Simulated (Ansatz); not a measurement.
**Run report: TiSi2, single-point calculation**

System: TiSi2 (Cmcm, 6 atoms in the cell).
Method: DFT PBEsol, scalar-relativistic, plane waves, PAW, no spin polarisation (Ansatz 0.2.0).

The structure derives from a Materials Project entry. Figures and captions count atoms from 1; the log counts them from 0 in places.

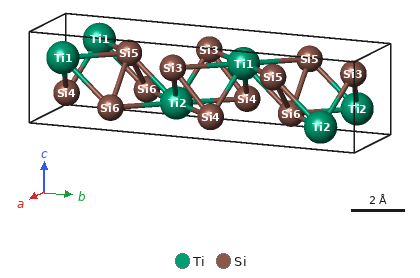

**Figure 1.** The input geometry (ball-and-stick view of the cell 2 times as large as that of the calculation, set on its symmetry axes, seen slightly off an axis; atoms are numbered from 1 in the order of the input). Near neighbours in the crystal (not all of them lie inside the picture): Ti has 10 Si at 2.58 to 2.81 Å; Si has 2 Si at 2.38 Å and 6 Ti at 2.58 to 2.81 Å; Si has 4 Si at 2.51 Å and 4 Ti at 2.66 to 2.67 Å.

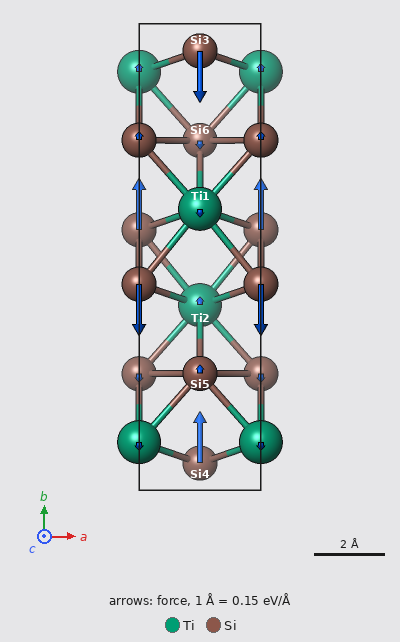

**Figure 2.** Forces on the atoms as blue arrows (ball-and-stick view of the cell 2 times as large as that of the calculation, set on its symmetry axes, along the c axis; atoms are numbered from 1 in the order of the input). The largest act on Si3, Si4 (0.23 eV/Å). The geometry is not a stationary point of this energy.

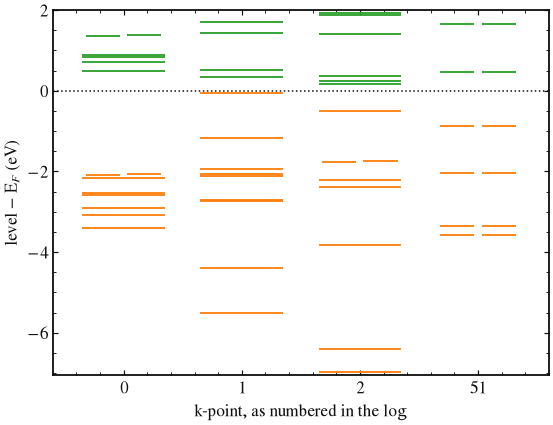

**Figure 3.** Kohn–Sham levels near the Fermi level (dotted) at the few k-points that the log prints; levels within 0.02 eV of each other stand side by side. The system is metallic on the full mesh.

These pictures come from the run below.

### The input
```yaml
crystal:
  lattice:
    - [1.765105025, -6.759281535, 0.0]
    - [1.765105025, 6.759281535, 0.0]
    - [0.0, 0.0, 3.56517397]
  atoms:
    - { symbol: Ti, position: [0.89688192, 0.10311808, 0.75] }
    - { symbol: Ti, position: [0.10311808, 0.89688192, 0.25] }
    - { symbol: Si, position: [0.55825145, 0.44174855, 0.75] }
    - { symbol: Si, position: [0.44174855, 0.55825145, 0.25] }
    - { symbol: Si, position: [0.24968518, 0.75031482, 0.75] }
    - { symbol: Si, position: [0.75031482, 0.24968518, 0.25] }
basis:
  ecutwfc: 420
kpoints:
  mp_grid: { grid: [6, 6, 6] }
hamiltonian:
  xc: pbesol
scf:
  occupations: { method: gaussian, width: 0.1 }
output:
  forces: true
  stress: true
  eigenvalues: true
```

Launch command:
```bash
ansatz run input.yaml --threads 1 --pin off --max-ram 2560MiB --backend cpu --events-out ev --progress --plain --runs-dir out
```

### Output
```
Engine: ansatz 0.2.0, x86_64-unknown-linux-gnu
Pseudopotentials: kind: paw
Pseudopotential: Ti, paw, valence charge 12, recommended cutoff 420 eV (normal), Ti.paw.azcp
Pseudopotential: Si, paw, valence charge 4, recommended cutoff 420 eV (normal), Si.paw.azcp
Functional definition: PBEsol
  exchange = pbesol_x
  correlation = pbesol_c
Crystal: 6 atoms, lattice volume = 85.071 Å³
Basis set: ecut = 420 eV, 1669 PW (Γ), exchange–correlation on 96×96×48 points (8 copies of the dense FFT grid, shifted against one another)
Bands: 26, of which v1, the nominal top of the filled ones, is band 20 counted from 1 (19 counted from 0)
Symmetry: 8 space group operations
Space group: Cmcm (ITA 63), of the structure as read, at distance tolerance 4.4e-5 Å
k-points: 52 of 216
Non-local potential: Ti, projectors of the file, l = 0: 3, l = 1: 2, l = 2: 3, l = 3: 1
Non-local potential: Si, projectors of the file, l = 0: 2, l = 1: 2, l = 2: 2
PAW form: soft (Blöchl's): semilocal exchange-correlation on the pseudo side does not see the compensation charge
PAW frozen core: Ti, regenerated for the run's functional, and the local potential with it (the file was generated under x = pbe(κ = 0.804, μ = 0.2195149727645171), c = pbe(β = 0.06672455060314922))
PAW frozen core: Si, regenerated for the run's functional, and the local potential with it (the file was generated under x = pbe(κ = 0.804, μ = 0.2195149727645171), c = pbe(β = 0.06672455060314922))
PAW one-centre angular grid: Ti, 590 points (default); XC on 64 Gauss nodes
PAW one-centre angular grid: Si, 110 points (default); XC on 64 Gauss nodes
Initial density: superposition of atomic densities (neutral atoms: chi_scale 0, normalization atom), corrected by the library's trained network
Initial wavefunctions: pseudopotential atomic-orbital guess
Functional: x = pbesol(κ = 0.804, μ = 0.12345679012345678), c = pbesol(β = 0.046)
SCF iter   1: F=—  HF=-7437.788974 eV  |F-HF|=—  |Δ(HF+E_count)|=         —  Δρ=5.24e-3  dr2=4.25e-2  ethr=1.77e-3  ⟨swp⟩=6.2  Hψ=6732  notcnv=0
preconditioner: auto → Kerker (q_TF=auto, 2.406 Å⁻¹)  [metal: Δε(μ)=0.030 eV  Ē_g=6.420 eV  σ=0.100 eV  W_gap=0.17  n_scr=18 (ndim 8)  ℏωp=19.7 eV  f_vac=0.000  D(μ)=1.97/eV (n_scr^D=14)]
SCF iter   2: F=—  HF=-7437.783627 eV  |F-HF|=—  |Δ(HF+E_count)|=   5.35e-3  Δρ=2.74e-3  dr2=1.22e-2  ethr=1.06e-4  ⟨swp⟩=1.1  Hψ=1771  notcnv=0
SCF iter   3: F=—  HF=-7437.781592 eV  |F-HF|=—  |Δ(HF+E_count)|=   2.04e-3  Δρ=3.79e-4  dr2=4.15e-4  ethr=3.04e-5  ⟨swp⟩=2.4  Hψ=1755  notcnv=0
SCF iter   4: F=—  HF=-7437.781520 eV  |F-HF|=—  |Δ(HF+E_count)|=   7.21e-5  Δρ=1.27e-4  dr2=2.59e-5  ethr=1.04e-6  ⟨swp⟩=2.1  Hψ=1658  notcnv=0
SCF iter   5: F=—  HF=-7437.781583 eV  |F-HF|=—  |Δ(HF+E_count)|=   6.29e-5  Δρ=3.23e-5  dr2=1.66e-6  ethr=6.47e-8  ⟨swp⟩=2.1  Hψ=1718  notcnv=0
SCF iter   6: F=-7437.781582 eV  HF=-7437.781582 eV  |F-HF|=3.46e-8  |Δ(HF+E_count)|=   2.13e-7  Δρ=7.28e-6  dr2=6.02e-8  ethr=2.50e-10  ⟨swp⟩=7.2  Hψ=6477  notcnv=0
SCF 1 converged in 6 iterations: F = -7437.781582 eV  dr2 = 6.02e-8
  greatest PAW one-centre occupation: 0.999 electrons in one spin orbital (limit 2), on the Ti atom at site 1 (counted from 0), in its partial waves of l = 0
SCF converged after 6 iterations
Free energy (F): -7437.781582 eV
Harris-Foulkes:  -7437.781582 eV  (|F-HF|=3.46e-8)
Internal energy: -7437.771580 eV  (E = F + TS)
E sigma→0 (E₀):  -7437.776581 eV
Entropy (-TS):   -0.010003 eV (-1.667 meV/atom)
Fermi energy:    12.872292 eV
--- Per-component energies (eV) ---
  E_band       = -224.407185
  E_kinetic    = 720.200448
  E_local      = -2071.945573  (includes V_loc(G=0)·N_el)
  E_nonlocal   = 121.518564
  E_hartree    = 899.628695
  E_xc         = -420.319996
  E_vxc        = -441.164539  (∫ρ·V_xc dr)
  E_paw        = -4041.441051  (= ΣΔE_a)
  E_vpaw       = -352.271746  (= ΣTr[D̂ρ^β])
  E_aug_tail   = 0.000267  (compensation charges beyond the density's cutoff)
  E_ewald      = -2645.817945
  E_core_change = 0.405011  (= ΣΔE_core)
  E_smearing   = -0.010003  (= −TS)
  E_closure    = -0.000000  (closes the sum)
  Σ components = -7437.781582   (vs F -7437.781582, Δ=0.00e0)
--- Forces (eV/Å), atoms counted from 1 ---
  atom   1  Ti     0.00000000    -0.03897851     0.00000000
  atom   2  Ti     0.00000000     0.03897851     0.00000000
  atom   3  Si     0.00000000    -0.22861059     0.00000000
  atom   4  Si     0.00000000     0.22861059     0.00000000
  atom   5  Si     0.00000000     0.04046886     0.00000000
  atom   6  Si     0.00000000    -0.04046886     0.00000000
  max |Σ_I F_I| component: 0.00e0 eV/Å
--- Stress (GPa, compression-positive) ---
       -2.083146       0.000000       0.000000
        0.000000      -2.440627       0.000000
        0.000000       0.000000      -1.920794
  P = ⅓ Tr σ = -2.1482 GPa (-21.482 kbar)
--- Band table (eV; the first three rows and the last of 52) ---
  k-point 0: bands = ["-43.6765", "-43.6669", "-20.1439", "-20.1017", "-20.0888", "-20.0885", "-20.0618", "-20.0537", "-0.2046", "2.0131", "4.3379", "9.4646", "9.7898", "9.9698", "10.2913", "10.3263", "10.7000", "10.7900", "10.8074", "13.3540", "13.5906", "13.7094", "13.7678", "14.2283", "14.2440", "14.9883"]
  k-point 1: bands = ["-43.6749", "-43.6666", "-20.1398", "-20.1078", "-20.0994", "-20.0879", "-20.0762", "-20.0533", "0.1244", "2.2903", "4.6239", "7.3584", "8.4693", "10.1450", "10.1737", "10.7600", "10.8089", "10.9244", "11.7043", "12.8146", "13.2257", "13.3891", "14.2968", "14.5846", "14.9747", "15.0081"]
  k-point 2: bands = ["-43.6713", "-43.6665", "-20.1428", "-20.1405", "-20.0940", "-20.0906", "-20.0874", "-20.0609", "1.0890", "3.1146", "4.4958", "5.9043", "6.4571", "9.0384", "10.4872", "10.6549", "11.1173", "11.1275", "12.3782", "13.0434", "13.1054", "13.2288", "14.2839", "14.7487", "14.7946", "14.9342"]
  k-point 51: bands = ["-43.6679", "-43.6679", "-20.1570", "-20.1570", "-20.0892", "-20.0892", "-20.0747", "-20.0747", "3.0262", "3.0262", "3.6129", "3.6129", "9.2843", "9.2843", "9.5225", "9.5225", "10.8441", "10.8441", "12.0014", "12.0014", "13.3455", "13.3455", "14.5409", "14.5409", "15.3001", "15.3001"]
```

### Key numbers

```tsv
quantity	value
outcome	converged
space group (tolerance 0.01 Å)	Cmcm (63)
electrons treated	40
free energy	−7437.7816 eV
Fermi energy	12.872 eV
gap on the k-point mesh	none (metallic)
pressure	−2.15 GPa
largest force (length of the vector)	0.229 eV/Å
hardware	1 thread of Intel Xeon (Sapphire Rapids), 32 GiB of memory available, shared host
wall time	4.4 s
peak memory	0.45 GiB
```
